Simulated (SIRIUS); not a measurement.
**A series of single points on TiO2**

System: TiO2 (P4₂/mnm, 6 atoms in the cell).
Method: Kohn-Sham DFT of a periodic cell, PBEsol, dojo-sr-pbesol-0.4.1-standard, no spin polarisation (SIRIUS 7.12.0).

The 7 runs differ only in the geometry, by an even scaling of the cell at fixed fractional positions. The structure derives from a Materials Project entry.

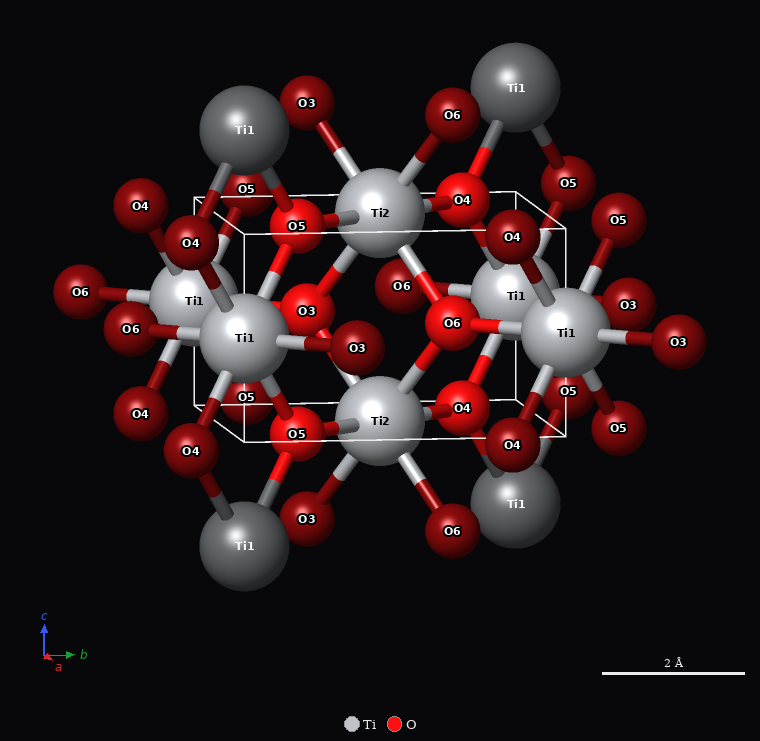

Figure 1. The structure of run 4 (ball-and-stick view of the cell of the calculation, seen at an oblique angle; neighbours outside the cell are drawn fainter; atoms are numbered from 1 in the order of the input). An atom can appear more than once, as a periodic image.

**Input of run 4**
```
{
  "control": {
    "processing_unit": "cpu",
    "verbosity": 2,
    "num_bands_to_print": 34,
    "print_forces": true,
    "print_stress": true
  },
  "parameters": {
    "electronic_structure_method": "pseudopotential",
    "xc_functionals": ["XC_GGA_X_PBE_SOL", "XC_GGA_C_PBE_SOL"],
    "gk_cutoff": 9.2,
    "pw_cutoff": 18.4,
    "ngridk": [6, 6, 9],
    "shiftk": [0, 0, 0],
    "smearing": "fermi_dirac",
    "smearing_width": 0.0018374661,
    "num_bands": 34,
    "num_mag_dims": 0,
    "num_dft_iter": 100,
    "energy_tol": 1e-08,
    "density_tol": 1e-06
  },
  "iterative_solver": {
    "type": "davidson",
    "min_tolerance": 1e-10
  },
  "mixer": {
    "type": "anderson",
    "beta": 0.7,
    "max_history": 8
  },
  "settings": {
    "tol_ne": 1e-10,
    "pseudo_grid_cutoff": 6.5
  },
  "unit_cell": {
    "lattice_vectors": [
      [8.692432760003, 0.0, 0.0],
      [0.0, 8.692432760003, 0.0],
      [0.0, 0.0, 5.592103172679]
    ],
    "atom_coordinate_units": "lattice",
    "atom_types": ["Ti", "O"],
    "atom_files": {
      "Ti": "Ti.json",
      "O": "O.json"
    },
    "atoms": {
      "Ti": [
        [0.0, 0.0, 0.5],
        [0.5, 0.5, 0.0]
      ],
      "O": [
        [0.30432132, 0.30432132, 0.5],
        [0.19567868, 0.80432132, 0.0],
        [0.80432132, 0.19567868, 0.0],
        [0.69567868, 0.69567868, 0.5]
      ]
    }
  }
}
```

Command:
```bash
upf_to_json Ti.upf
upf_to_json O.upf
OMP_NUM_THREADS=4 sirius.scf --input=sirius.json --output=out.json --task=0
```

Run 5 differs from it as follows:
```diff
-      [8.692432760003, 0.0, 0.0],
-      [0.0, 8.692432760003, 0.0],
-      [0.0, 0.0, 5.592103172679]
+      [8.750000217505, 0.0, 0.0],
+      [0.0, 8.750000217505, 0.0],
+      [0.0, 0.0, 5.629138047757]
```

**Results, with one run withheld**

| run | volume per atom (Å³) | free energy per atom, from the lowest run given (meV) | pressure (GPa) | gap on the mesh (eV) |
| --- | --- | --- | --- | --- |
| 1 | 9.809 | 18.70 | 13.11 | 2.00 |
| 2 | 10.018 | 5.60 | 7.03 | 1.95 |
| 3 | 10.227 | 0.00 | 1.57 | 1.90 |
| 4 | 10.435 | 1.15 | −3.33 | 1.85 |
| 5 | 10.644 | ? | ? | ? |
| 6 | 10.853 | 21.02 | −11.70 | 1.75 |
| 7 | 11.062 | 38.58 | −15.26 | 1.71 |

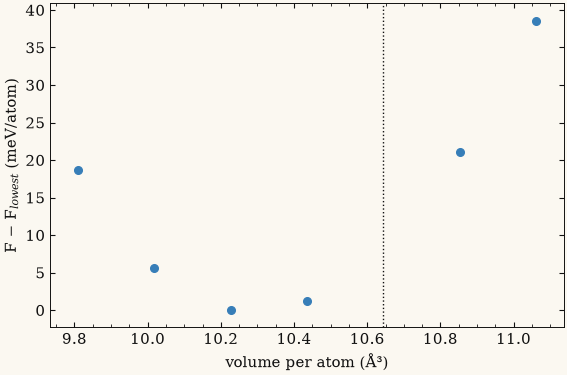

Figure 2. Free energy per atom of the runs given; the dotted line marks run 5.

What should run 5 give?

A cubic polynomial in V^(−2/3) (the Birch–Murnaghan form), fitted to the 6 runs given, misses them by at most 0.01 meV per atom. With x = V^(−2/3) − 0.21008 Å⁻², it reads F = 0.30733 − 1000.7 x + 3.9748e+05 x² + 2.6341e+05 x³ (meV per atom). At run 5 it gives 8.36 meV per atom, and the run itself gives 8.37. The slope of the fit gives a pressure −dF/dV of −7.69 GPa there, and the run prints −7.74 GPa. The two needn't agree exactly: the fit is approximate, and the printed stress is taken on a finite basis. The fit has its minimum at 10.293 Å³ per atom, where V d²F/dV² gives 246 GPa. Cell shape and fractional positions are held, so this is the stiffness under even scaling; the relaxed bulk modulus wasn't computed. The gap on the mesh goes, without turning, from 2.00 eV in run 1 to 1.71 eV in run 7; run 5 has 1.80 eV. These are gaps of this functional on this mesh, which can miss the band edges; they aren't the measured gap.

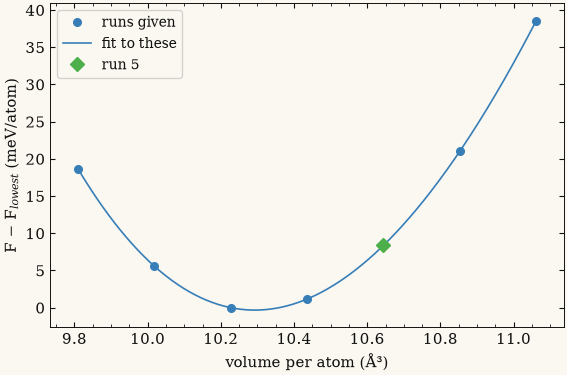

Figure 3. The fit and the withheld run.

**Some lines of the output (run 5)**
```
[...]
[find] Total energy                   :    -184.90298762 (Ha),    -369.80597524 (Ry)
[find] Free energy (E-TS)             :    -184.90298762 (Ha),    -369.80597524 (Ry)
[find] band gap (eV)                  :       1.80078676
[find] Efermi                         :       0.35228105
[find] Total energy                   :    -184.90298765 (Ha),    -369.80597530 (Ry)
[find] Free energy (E-TS)             :    -184.90298765 (Ha),    -369.80597530 (Ry)
[find] band gap (eV)                  :       1.80068672
[find] Efermi                         :       0.35228833
[find] Total energy                   :    -184.90298765 (Ha),    -369.80597531 (Ry)
[find] Free energy (E-TS)             :    -184.90298765 (Ha),    -369.80597531 (Ry)
[find] band gap (eV)                  :       1.80068841
[find] Efermi                         :       0.35228839
[find] band gap (eV)                  :       1.80068484
[find] Efermi                         :       0.35228832
```
